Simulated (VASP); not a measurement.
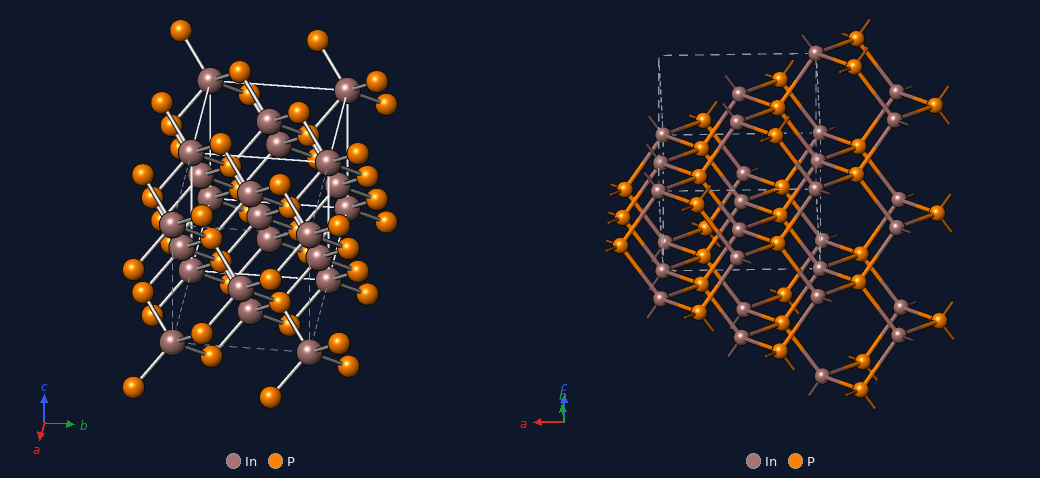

Left: the structure. Right: its underlying net. Nodes are coloured by element. Short stubs are edges that leave the cut-out.

System InP (space group F-43m, No. 216); source of the atomic positions: the geometry relaxed with VASP, VASP Kohn-Sham DFT of a periodic cell, PW91, VASP PAW PBE potentials, recommended.

Bonds are taken as In–P below 2.9 Å; no other contact counts. Simplification: prune 0- and 1-connected atoms, fold 2-connected ones into links.

The result is a uninodal 4-connected, three-periodic net: In and P are 4-connected nodes. It is the dia net, known from diamond, zinc blende and cristobalite. It is a single net, without interpenetration.

| node | links | point symbol | coordination sequence |
| --- | --- | --- | --- |
| In and P | 4 | 6^6 | 4 12 24 42 |
